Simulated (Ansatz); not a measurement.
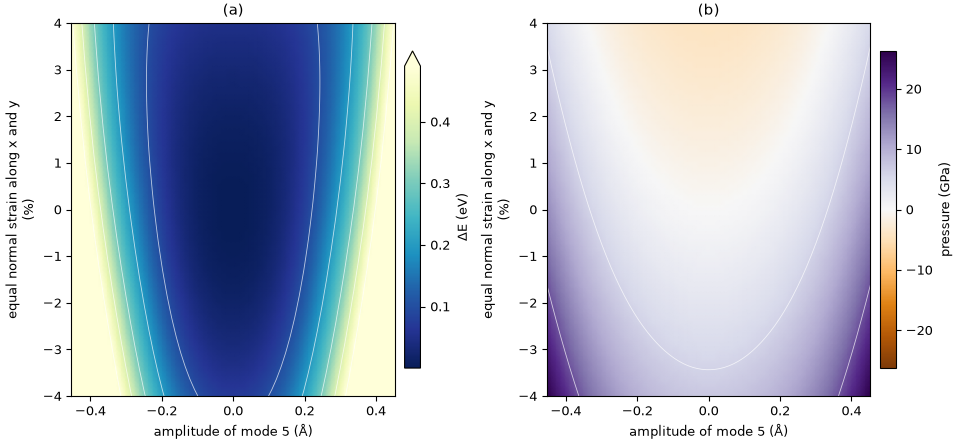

AgCl (Fm-3m, No. 225; 2 atoms in the cell). The energy is mapped over a normal mode and a strain (zone-centre modes of the 2-atom cell of this scan) (x, y and z along the cube axes). Coordinates scanned: (1) amplitude of mode 5 (130 cm⁻¹), largest displacement in the unstrained cell; (2) equal normal strain along x and y. Nothing is relaxed (the pattern is fixed in fractional coordinates). Grid: 7 × 7 points; 28 points were computed and 21 follow by symmetry. Points are written as (first, second). All energies are given in eV per cell relative to the lowest grid point. Method: DFT LDA, scalar-relativistic, plane waves, PAW in Ansatz. Settings: cutoff 420 eV, k-mesh 10×10×10, gaussian smearing 0.05 eV, no spin polarisation.

Panel (a) is the energy; panel (b) is the computed pressure, in GPa.

Drawn: a smooth colour map with a few white contour lines, one colour for all values above the top of the scale. Between grid points the surface is interpolated.

How does the pressure vary over the map, and what is it at the lowest grid point?

It runs from −4.3 GPa at (0.000 Å, 4.00 %) to 26.3 GPa at (−0.453 Å, −4.00 %). At the lowest grid point, (0.000 Å, 0.00 %), it is 0.0 GPa.

```csv
"second ↓, first →",−0.453,−0.302,−0.151,0.000,0.151,0.302,0.453
4.00,5.1,−1.1,−3.6,−4.3,−3.6,−1.1,5.1
2.67,7.5,0.5,−2.4,−3.1,−2.4,0.5,7.5
1.33,10.3,2.4,−0.8,−1.7,−0.8,2.4,10.3
0.00,13.5,4.7,1.0,0.0,1.0,4.7,13.5
−1.33,17.1,7.3,3.1,2.0,3.1,7.3,17.1
−2.67,21.4,10.4,5.7,4.4,5.7,10.4,21.4
−4.00,26.3,14.0,8.7,7.3,8.7,14.0,26.3
```
